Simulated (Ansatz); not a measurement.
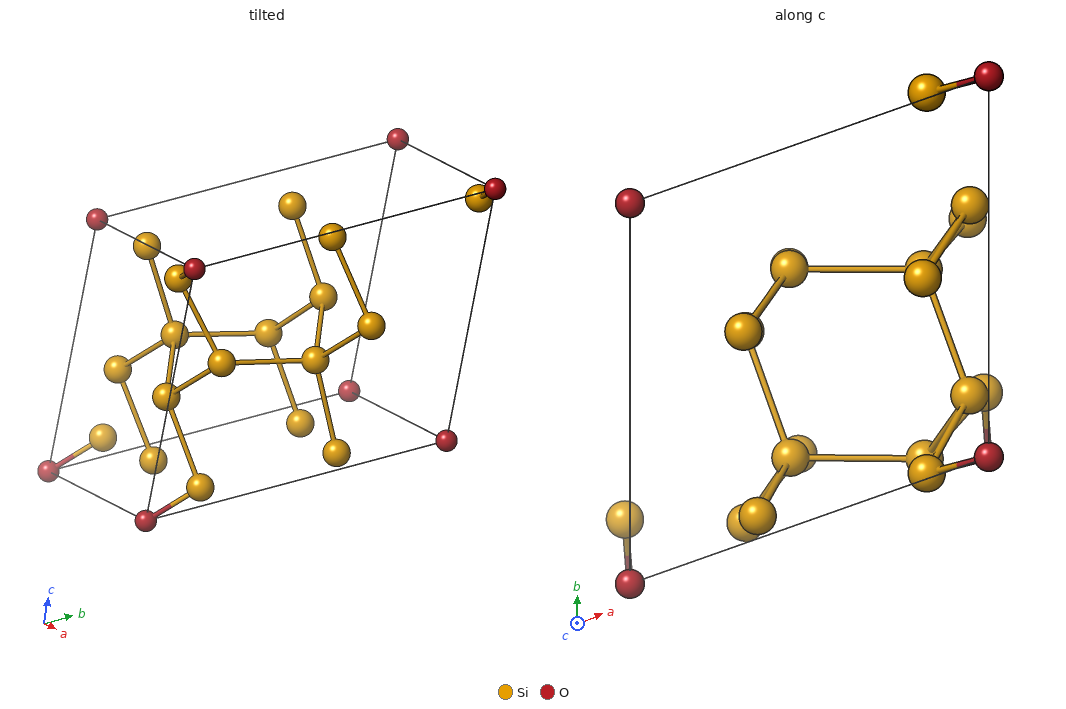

Structure drawing (ball-and-stick), viewed slightly off an axis and along the c axis. The frame is the simulation cell; atoms at its boundary are shown with their periodic copies. Cell: a = 7.699 Å, b = 7.699 Å, c = 7.699 Å, α = 60.00°, β = 60.00°, γ = 60.00°.

Notes on the structure:

It has the composition Si16O. The structure is triclinic, space group P1. Counting shared atoms by their share gives 16 Si, 1 O, or 17 atoms. O bonds to two Si in a bent arrangement at about 1.6 Å. The bonds build a three-dimensional framework.

Origin of the cell: a structure listed in the Materials Project, repeated into a supercell with a point defect put in. The cell was then strained or its atoms displaced on purpose. The atoms were relaxed in a fixed cell with DFT r2SCAN, scalar-relativistic, plane waves, PAW in Ansatz 0.2.0.
